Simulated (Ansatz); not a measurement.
Run report: Sn, field-gradient calculation

System: Sn (I4₁/amd, 2 atoms in the cell).
Method: DFT, LDA, PAW with Ansatz's default frozen-core files, scalar-relativistic, no spin polarisation (Ansatz 0.2.0).

The structure derives from an entry of the Crystallography Open Database. Its volume is 1.02 times that of the source entry. It belongs to a series of runs on one base structure; here: volume scaled by 1.02, PAW files.

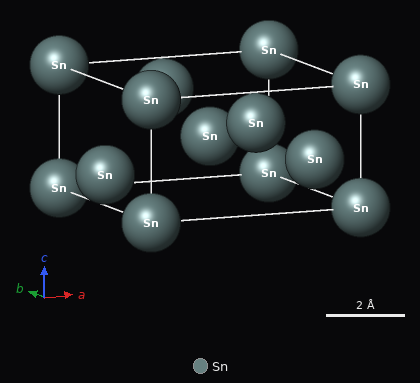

**Figure 1.** The structure as given in the input (spheres-only view of the cell 2 times as large as that of the calculation, set on its symmetry axes, seen slightly off an axis).

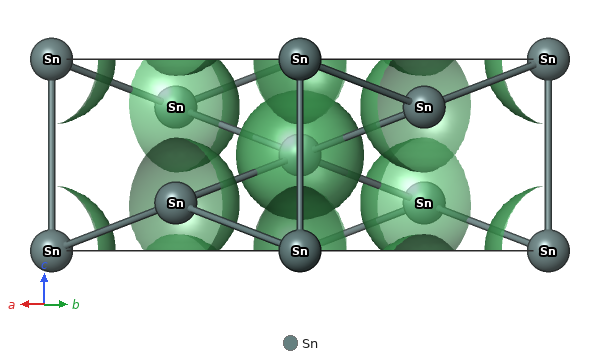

**Figure 2.** Isosurface of the valence pseudo-density at 0.4 e/Å³ (green), seen along [110]. Sticks mark near contacts. The outline is the cell set on symmetry axes. At this value the density breaks into separate islands; it holds about 75 % of the electrons treated as valence (semicore included). It is pinched off along the Sn–Sn (3.04 Å) and Sn–Sn (3.20 Å) contacts. On the grid the lowest density along these lines, outside the cores, is 0.24 e/Å³ (Sn–Sn, 3.04 Å) and 0.18 e/Å³ (Sn–Sn, 3.20 Å). The fields are those of the smooth PAW valence density.

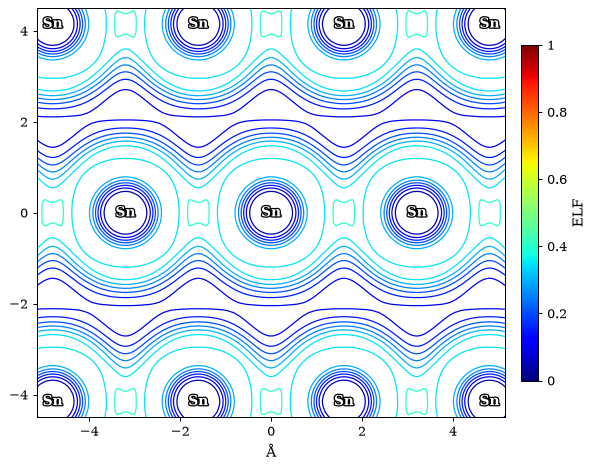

**Figure 3.** Electron localisation function on the (110) plane of the conventional cell. Atoms in the plane: Sn. Sn–Sn (3.20 Å): the ELF is about 0.40 at the midpoint (metallic bonding.

The input and output of the run follow.

Input file:
```yaml
crystal:
  lattice:
    - [-2.9351608277, 2.9351608277, 1.601184413]
    - [2.9351608277, -2.9351608277, 1.601184413]
    - [2.9351608277, 2.9351608277, -1.601184413]
  atoms:
    - { symbol: Sn, position: [0.0, 0.0, 0.0] }
    - { symbol: Sn, position: [0.75, 0.25, 0.5] }
kpoints:
  mp_grid: { grid: [15, 15, 15] }
scf:
  occupations: { method: fermi_dirac, width: 0.05 }
hamiltonian:
  xc: lda
  pseudopotentials: { kind: paw }
output:
  forces: true
  stress: true
  eigenvalues: true
  efg: { contact_densities: true }
  write_density: true
  write_potential: true
  elf: true
  volumetric_format: npy
```

Launched with:
```bash
ansatz run input.yaml --threads 1 --pin off --max-ram 3072MiB --backend cpu --events-out ev --progress --plain --runs-dir out
```

What the program printed:
```
Sn: output.efg is read without spin–orbit coupling, which moves field gradients at and beside such atoms by some per cent and up to a factor of two; PAW files take it under magnetization.noncollinear and magnetization.spin_orbit
Engine: ansatz 0.2.0, aarch64-unknown-linux-gnu
Pseudopotentials: kind: paw
Pseudopotential: Sn, paw, valence charge 14, recommended cutoff 420 eV (normal), Sn.paw.azcp
Functional definition: SPW92
  exchange = slater_x
  correlation = pw_c
Crystal: 2 atoms, lattice volume = 55.178 Å³
Basis set: ecut = 420 eV, 1109 PW (Γ)
Bands: 18, of which v1, the nominal top of the filled ones, is band 14 counted from 1 (13 counted from 0)
Symmetry: 16 space group operations
Space group: I41/amd (ITA 141), of the structure as read, at distance tolerance 3.8e-5 Å
k-points: 288 of 3375
Non-local potential: Sn, projectors of the file, l = 0: 2, l = 1: 2, l = 2: 2, l = 3: 2
PAW form: soft (Blöchl's): semilocal exchange-correlation on the pseudo side does not see the compensation charge
PAW frozen core: Sn, regenerated for the run's functional, and the local potential with it (the file was generated under x = pbe(κ = 0.804, μ = 0.2195149727645171), c = pbe(β = 0.06672455060314922))
PAW one-centre angular grid: Sn, 590 points (default); XC on 64 Gauss nodes
Initial density: superposition of atomic densities (neutral atoms: chi_scale 0, normalization atom), corrected by the library's trained network
Initial wavefunctions: pseudopotential atomic-orbital guess
Functional: x = slater, c = lda
SCF iter   1: F=—  HF=-11759.051868 eV  |F-HF|=—  |Δ(HF+E_count)|=         —  Δρ=6.46e-3  dr2=1.04e-2  ethr=1.77e-3  ⟨swp⟩=6.0  Hψ=26611  notcnv=0
preconditioner: auto → Kerker (q_TF=auto, 2.437 Å⁻¹)  [metal: Δε(μ)=0.013 eV  Ē_g=20.037 eV  σ=0.050 eV  W_gap=0.06  n_scr=16 (ndim 8)  ℏωp=26.5 eV  f_vac=0.000  D(μ)=0.95/eV (n_scr^D=4)]
SCF iter   2: F=—  HF=-11759.045880 eV  |F-HF|=—  |Δ(HF+E_count)|=   5.99e-3  Δρ=3.45e-3  dr2=3.11e-3  ethr=3.71e-5  ⟨swp⟩=2.1  Hψ=9321  notcnv=0  defer=1
SCF iter   3: F=—  HF=-11759.044817 eV  |F-HF|=—  |Δ(HF+E_count)|=   1.06e-3  Δρ=4.97e-4  dr2=1.99e-4  ethr=1.11e-5  ⟨swp⟩=2.0  Hψ=8062  notcnv=0  defer=1
SCF iter   4: F=—  HF=-11759.044777 eV  |F-HF|=—  |Δ(HF+E_count)|=   4.06e-5  Δρ=4.68e-4  dr2=5.94e-5  ethr=7.09e-7  ⟨swp⟩=2.0  Hψ=9228  notcnv=0  defer=1
SCF iter   5: F=—  HF=-11759.044730 eV  |F-HF|=—  |Δ(HF+E_count)|=   4.64e-5  Δρ=5.39e-5  dr2=2.77e-6  ethr=2.12e-7  ⟨swp⟩=2.0  Hψ=9103  notcnv=0  defer=1
SCF iter   6: F=—  HF=-11759.044730 eV  |F-HF|=—  |Δ(HF+E_count)|=   1.09e-7  Δρ=4.37e-5  dr2=1.23e-6  ethr=9.90e-9  ⟨swp⟩=1.1  Hψ=5294  notcnv=0  defer=1
SCF iter   7: F=-11759.044729 eV  HF=-11759.044730 eV  |F-HF|=3.49e-8  |Δ(HF+E_count)|=   6.23e-7  Δρ=7.78e-6  dr2=3.26e-8  ethr=3.57e-10  ⟨swp⟩=7.4  Hψ=34296  notcnv=0
SCF 1 converged in 7 iterations: F = -11759.044729 eV  dr2 = 3.26e-8
  greatest PAW one-centre occupation: 0.992 electrons in one spin orbital (limit 2), on the Sn atom at site 1 (counted from 0), in its partial waves of l = 2
SCF converged after 7 iterations
Free energy (F): -11759.044729 eV
Harris-Foulkes:  -11759.044730 eV  (|F-HF|=3.49e-8)
Internal energy: -11759.036838 eV  (E = F + TS)
E sigma→0 (E₀):  -11759.040784 eV
Entropy (-TS):   -0.007892 eV (-3.946 meV/atom)
Fermi energy:    10.130296 eV
--- Per-component energies (eV) ---
  E_band       = -177.847701
  E_kinetic    = 375.399841
  E_local      = -1733.811109  (includes V_loc(G=0)·N_el)
  E_nonlocal   = -56.198525
  E_hartree    = 1071.562488
  E_xc         = -758.269540
  E_vxc        = -197.447920  (∫ρ·V_xc dr)
  E_paw        = -7988.860736  (= ΣΔE_a)
  E_vpaw       = -708.903269  (= ΣTr[D̂ρ^β])
  E_aug_tail   = -0.000001  (compensation charges beyond the density's cutoff)
  E_ewald      = -2669.709054
  E_core_change = 0.849796  (= ΣΔE_core)
  E_smearing   = -0.007892  (= −TS)
  E_closure    = -0.000000  (closes the sum)
  Σ components = -11759.044729   (vs F -11759.044729, Δ=0.00e0)
--- Forces (eV/Å), atoms counted from 1 ---
  atom   1  Sn    -0.00000000     0.00000000    -0.00000000
  atom   2  Sn     0.00000000     0.00000000     0.00000000
  max |Σ_I F_I| component: 3.47e-18 eV/Å
--- Stress (GPa, compression-positive) ---
       -2.453169       0.000000       0.000000
        0.000000      -2.453169      -0.000000
        0.000000      -0.000000      -3.363245
  P = ⅓ Tr σ = -2.7565 GPa (-27.565 kbar)
--- PAW observables at the nuclei: V_zz in 10²¹ V/m², potentials from the cell's mean, atoms counted from 1 ---
  atom   1  Sn V_zz =    +4.434716   η = 0.0000   by run symmetry: allowed
            electrostatic potential = -8173.906987 V   contact ρ = 1231489.086152 e/Å³
  atom   2  Sn V_zz =    +4.434716   η = 0.0000   by run symmetry: allowed
            electrostatic potential = -8173.906987 V   contact ρ = 1231489.086152 e/Å³
--- Band table (eV; the first three rows and the last of 288) ---
  k-point 0: bands = ["-11.3705", "-11.2870", "-11.2462", "-11.2335", "-11.0911", "-11.0911", "-11.0805", "-11.0805", "-10.9953", "-10.8906", "-0.8958", "6.3389", "8.2305", "8.2305", "13.2635", "16.2311", "16.2311", "16.7742"]
  k-point 1: bands = ["-11.3669", "-11.2876", "-11.2432", "-11.2359", "-11.0929", "-11.0891", "-11.0794", "-11.0791", "-10.9974", "-10.8943", "-0.8564", "6.0070", "8.2775", "8.4888", "13.4456", "15.8218", "16.0034", "16.8057"]
  k-point 2: bands = ["-11.3563", "-11.2894", "-11.2426", "-11.2343", "-11.0981", "-11.0835", "-11.0768", "-11.0752", "-11.0037", "-10.9048", "-0.7382", "5.3106", "8.4178", "8.9777", "13.9789", "15.0685", "15.4414", "16.6674"]
  k-point 287: bands = ["-11.3001", "-11.2996", "-11.1230", "-11.1115", "-11.1036", "-11.1007", "-11.0878", "-11.0794", "-11.0758", "-11.0737", "2.4589", "2.5922", "5.4928", "5.6287", "15.0963", "15.0988", "19.0163", "19.1983"]
```

Summary:

- outcome: converged
- space group (tolerance 0.01 Å): I4₁/amd (141)
- electrons treated: 28
- free energy: −11759.0447 eV
- Fermi energy: 10.130 eV
- pressure: −2.76 GPa
- field gradient V_zz (10²¹ V/m²): Sn 4.43, Sn 4.43
- largest force (length of the vector): under 0.001 eV/Å
- hardware: 1 thread of Arm Neoverse V2, 112 GiB of memory available, shared host
- wall time: 19 s
- peak memory: 0.49 GiB

Notes:

Warnings of the run: the field gradients leave out spin–orbit coupling.
